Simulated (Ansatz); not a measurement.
# Run report: Ru, geometry relaxation (part 2 of 2)

The same run, continued: Ru (P-1, 6 atoms in the cell); DFT PBE, scalar-relativistic, plane waves, PAW, no spin polarisation (Ansatz 0.2.0); cutoff 420 eV, 7×5×16 k-mesh, Gaussian smearing of 0.1 eV. The structure derives from an entry of the Crystallography Open Database. It belongs to a series of runs on one base structure; here: film's bulk on the substrate's plane, third vector and atoms relaxed.

Geometry of the input (Å; fractional positions):
```
5.1158  0.0000  0.0000
-2.5579  7.6737  0.0000
-1.5100  0.9834  2.0885
Ru 0.2500  0.4444  0.5833
Ru 0.2500  0.1111  0.5833
Ru 0.2500  0.7778  0.5833
Ru 0.7500  0.5556  0.4167
Ru 0.7500  0.2222  0.4167
Ru 0.7500  0.8889  0.4167
```

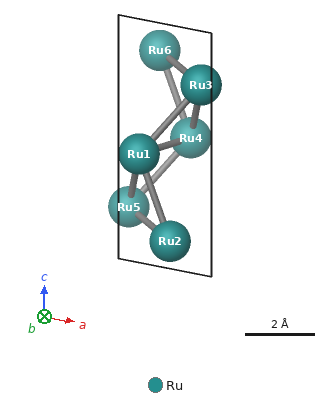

Fig. 1: The geometry at step 3 of the log (ball-and-stick view of the reduced cell, along the b axis; atoms are numbered from 1 in the order of the input).

```
basis re-selected at this cell: Δ(F+E_penalty+E_count) = +1.380e-4 eV, ΔP = +0.003 GPa vs the last step (what re-selecting the basis moved, of the pressure what is left beyond the Pulay correction that the steps carried, after the strain that the cell walked since its last selection, with what the two solves' SCF thresholds leave and, on support functions, any second-order correction that the steps lacked; it is no measure of the basis error at this ecutwfc). This SCF's stress stands 3.93e-2 GPa from its target on what of the cell is left free (relax.cell.stress_tol is 1.00e-1 GPa) and its largest allowed force component is 2.50e-3 eV/Å (relax.f_tol is 1.00e-2 eV/Å): within both
SCF converged after 7 iterations
Free energy (F): -35271.978284 eV
Harris-Foulkes:  -35271.978284 eV  (|F-HF|=7.28e-12)
Internal energy: -35271.957426 eV  (E = F + TS)
E sigma→0 (E₀):  -35271.967855 eV
Entropy (-TS):   -0.020858 eV (-3.476 meV/atom)
Fermi energy:    23.448883 eV
--- Per-component energies (eV) ---
  E_band       = -324.858753
  E_kinetic    = 3086.365881
  E_local      = -7569.088140  (includes V_loc(G=0)·N_el)
  E_nonlocal   = 2057.938406
  E_hartree    = 2433.050947
  E_xc         = -1144.139240
  E_vxc        = -1436.531040  (∫ρ·V_xc dr)
  E_paw        = -20764.196709  (= ΣΔE_a)
  E_vpaw       = -1329.644636  (= ΣTr[D̂ρ^β])
  E_aug_tail   = -0.001116  (compensation charges beyond the density's cutoff)
  E_ewald      = -13371.887455
  E_smearing   = -0.020858  (= −TS)
  E_closure    = -0.000000  (closes the sum)
  Σ components = -35271.978284   (vs F -35271.978284, Δ=0.00e0)
--- Forces (eV/Å), atoms counted from 1 ---
  atom   1  Ru     0.00250089    -0.00068559    -0.00071857
  atom   2  Ru     0.00250089    -0.00068559    -0.00071857
  atom   3  Ru     0.00250089    -0.00068559    -0.00071857
  atom   4  Ru    -0.00250089     0.00068559     0.00071857
  atom   5  Ru    -0.00250089     0.00068559     0.00071857
  atom   6  Ru    -0.00250089     0.00068559     0.00071857
  max |Σ_I F_I| component: 4.34e-19 eV/Å
--- Stress (GPa, compression-positive) ---
        0.483798       8.851813      -0.003872
        8.851813      12.162390      -0.008155
       -0.003872      -0.008155       0.036799
  P = ⅓ Tr σ = 4.2277 GPa (42.277 kbar)
--- Band table (eV; the first three rows and the last of 281) ---
  k-point 0: bands = ["-49.6837", "-49.5551", "-49.5551", "-49.4749", "-49.4364", "-49.4364", "-20.1795", "-19.8629", "-19.8629", "-19.7963", "-19.7963", "-19.6198", "-19.6198", "-19.4605", "-19.4605", "-19.2665", "-19.2198", "-19.2029", "-19.2029", "-19.1773", "-19.1773", "-19.0909", "-19.0756", "-18.9978", "15.4781", "17.2672", "17.6808", "17.6808", "18.0599", "18.0599", "18.6838", "18.6838", "20.5256", "20.5256", "20.5588", "20.5588", "20.5794", "20.9848", "21.1397", "21.3182", "21.4400", "21.4400", "21.7557", "21.8945", "21.8945", "21.9389", "22.2262", "23.5642", "23.5642", "23.9990", "23.9990", "24.1732", "24.1732", "24.5821", "24.6345", "24.7871", "25.2543", "25.2543"]
  k-point 1: bands = ["-49.6764", "-49.5657", "-49.5386", "-49.4747", "-49.4435", "-49.4329", "-20.1573", "-19.9098", "-19.8789", "-19.7532", "-19.7320", "-19.7003", "-19.5734", "-19.4802", "-19.4300", "-19.2871", "-19.2316", "-19.2225", "-19.2035", "-19.1924", "-19.1846", "-19.1157", "-19.0926", "-19.0083", "15.6616", "17.3925", "17.7038", "17.7800", "18.0054", "18.1591", "18.6303", "19.0032", "20.0396", "20.3878", "20.4045", "20.5222", "20.6508", "21.0920", "21.1502", "21.2002", "21.2733", "21.6607", "21.7828", "21.8971", "21.9004", "22.0998", "22.2372", "23.1274", "23.3796", "23.4342", "24.0083", "24.0729", "24.1384", "24.6372", "25.0590", "25.2293", "25.3052", "26.0332"]
  k-point 2: bands = ["-49.6558", "-49.5689", "-49.5189", "-49.4741", "-49.4532", "-49.4333", "-20.0964", "-19.9517", "-19.8877", "-19.7776", "-19.6648", "-19.6528", "-19.5811", "-19.5186", "-19.3788", "-19.3504", "-19.2772", "-19.2588", "-19.2280", "-19.2185", "-19.2110", "-19.1913", "-19.1091", "-19.0358", "16.1792", "17.7381", "17.7931", "17.9177", "18.0212", "18.5130", "18.8860", "19.1741", "19.4348", "19.9885", "20.1038", "20.4543", "20.7196", "20.9034", "20.9718", "21.1021", "21.2978", "21.8182", "21.8521", "21.9231", "22.0418", "22.0599", "22.2022", "22.6018", "22.6808", "23.4816", "23.9968", "24.0018", "24.7308", "24.7486", "24.8821", "25.2006", "26.4712", "27.1477"]
  k-point 280: bands = ["-49.6205", "-49.5314", "-49.5215", "-49.5202", "-49.4904", "-49.4496", "-20.0188", "-19.8897", "-19.8885", "-19.8607", "-19.7712", "-19.4860", "-19.4276", "-19.4050", "-19.3849", "-19.3678", "-19.3043", "-19.2883", "-19.2319", "-19.2316", "-19.1877", "-19.1736", "-19.1445", "-19.1087", "16.8913", "17.5322", "17.7243", "17.7741", "18.1413", "18.5128", "18.9353", "19.0971", "19.6300", "19.9253", "20.1528", "20.5111", "20.5412", "20.9025", "21.0277", "21.2007", "21.2570", "21.3391", "21.6036", "22.0680", "22.0682", "22.7042", "22.8801", "23.0172", "23.2735", "23.4897", "23.8798", "24.2355", "24.4233", "24.4766", "24.7104", "24.7832", "24.8816", "25.2541"]
--- Relaxed structure (3 steps of the walk, 3 accepted, 1 SCFs on fresh bases) ---
  F+E_penalty+E_count = -35271.97828358 eV   max|allowed force component| = 2.501e-3 eV/Å   (the final SCF, on the basis selected at the relaxed cell)
  cell:  # Å, volume = 81.6847 Å³
    - [5.115796050674625, 1.3437027789496549e-7, 0.0018561348766984896]
    - [-2.5578978237818957, 7.673694433484175, -0.002039103496509877]
    - [-1.5092836762795545, 0.9830852532782007, 2.0800748993375575]
  atoms:
    - { symbol: Ru, position: [0.25013085082604347, 0.4458108123887582, 0.5805826519826588] }
    - { symbol: Ru, position: [0.25013085082604347, 0.11247747905542486, 0.5805826519826587] }
    - { symbol: Ru, position: [0.25013085082604347, 0.7791441457220916, 0.5805826519826588] }
    - { symbol: Ru, position: [0.7498691491739566, 0.5541891876112417, 0.4194173480173414] }
    - { symbol: Ru, position: [0.7498691491739565, 0.22085585427790855, 0.4194173480173413] }
    - { symbol: Ru, position: [0.7498691491739565, 0.887522520944575, 0.4194173480173413] }
```

### Trajectory as extended XYZ (Å, eV, eV/Å), 4 frames, from step=1 to step=4
```
6
Lattice="5.1158 0.0000 0.0000 -2.5579 7.6737 0.0000 -1.5100 0.9834 2.0885" Properties=species:S:1:pos:R:3:forces:R:3 step=1 energy=-35271.97150 pressure_GPa=3.12
Ru   -0.7388    3.9842    1.2183    0.0580   0.1342  -0.0709
Ru    0.1139    1.4263    1.2183    0.0580   0.1342  -0.0709
Ru   -1.5914    6.5421    1.2183    0.0580   0.1342  -0.0709
Ru    1.7866    4.6729    0.8702   -0.0580  -0.1342   0.0709
Ru    2.6392    2.1150    0.8702   -0.0580  -0.1342   0.0709
Ru    0.9340    7.2308    0.8702   -0.0580  -0.1342   0.0709
6
Lattice="5.1158 0.0000 0.0021 -2.5579 7.6737 -0.0014 -1.5092 0.9833 2.0726" Properties=species:S:1:pos:R:3:forces:R:3 step=2 energy=-35271.97434 pressure_GPa=5.39
Ru   -0.7361    3.9971    1.1995   -0.0308  -0.0928   0.0495
Ru    0.1165    1.4392    1.1999   -0.0308  -0.0928   0.0495
Ru   -1.5888    6.5550    1.1990   -0.0308  -0.0928   0.0495
Ru    1.7848    4.6599    0.8738    0.0308   0.0928  -0.0495
Ru    2.6375    2.1020    0.8742    0.0308   0.0928  -0.0495
Ru    0.9322    7.2178    0.8733    0.0308   0.0928  -0.0495
6
Lattice="5.1158 0.0000 0.0019 -2.5579 7.6737 -0.0020 -1.5093 0.9831 2.0801" Properties=species:S:1:pos:R:3:forces:R:3 step=3 energy=-35271.97842 pressure_GPa=4.22
Ru   -0.7370    3.9918    1.2072    0.0025  -0.0007  -0.0007
Ru    0.1156    1.4339    1.2079    0.0025  -0.0007  -0.0007
Ru   -1.5896    6.5497    1.2065    0.0025  -0.0007  -0.0007
Ru    1.7856    4.6650    0.8727   -0.0025   0.0007   0.0007
Ru    2.6382    2.1071    0.8734   -0.0025   0.0007   0.0007
Ru    0.9330    7.2229    0.8720   -0.0025   0.0007   0.0007
6
Lattice="5.1158 0.0000 0.0019 -2.5579 7.6737 -0.0020 -1.5093 0.9831 2.0801" Properties=species:S:1:pos:R:3:forces:R:3 step=4 energy=-35271.97828 pressure_GPa=4.23
Ru   -0.7370    3.9918    1.2072    0.0025  -0.0007  -0.0007
Ru    0.1156    1.4339    1.2079    0.0025  -0.0007  -0.0007
Ru   -1.5896    6.5497    1.2065    0.0025  -0.0007  -0.0007
Ru    1.7856    4.6650    0.8727   -0.0025   0.0007   0.0007
Ru    2.6382    2.1071    0.8734   -0.0025   0.0007   0.0007
Ru    0.9330    7.2229    0.8720   -0.0025   0.0007   0.0007
```

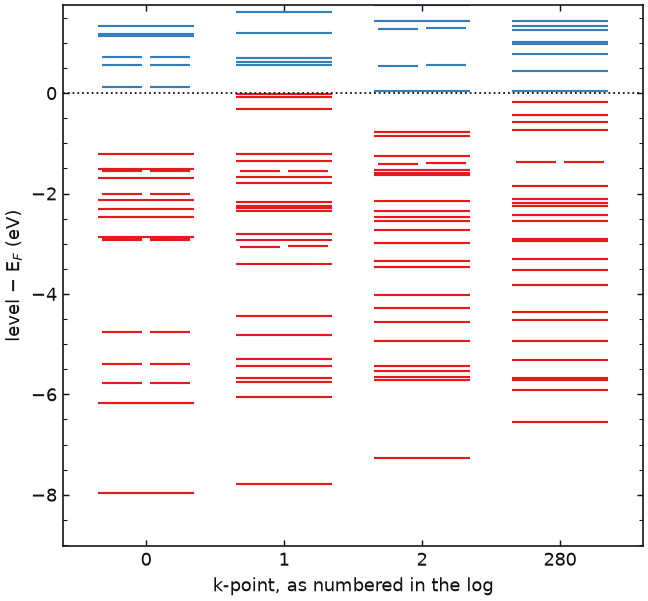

Fig. 2: Kohn–Sham levels near the Fermi level (dotted) at the few k-points that the log prints; levels within 0.02 eV of each other stand side by side. The system is metallic on the full mesh.

### Summary

| quantity | value |
| --- | --- |
| outcome | converged |
| space group (tolerance 0.01 Å) | P-1 (2) |
| electrons treated | 96 |
| free energy | −35271.9783 eV |
| Fermi energy | 23.449 eV |
| gap on the k-point mesh | none (metallic) |
| pressure | 4.23 GPa |
| final volume | 81.68 Å³ |
| largest force (length of the vector) at the end | 0.003 eV/Å |
| final cell | a = 5.116 Å, b = 8.089 Å, c = 2.752 Å, α = 59.19°, β = 123.25°, γ = 108.43° |
| wall time | 31 s (CPU time 4 min) |
| peak memory | 1.2 GiB |
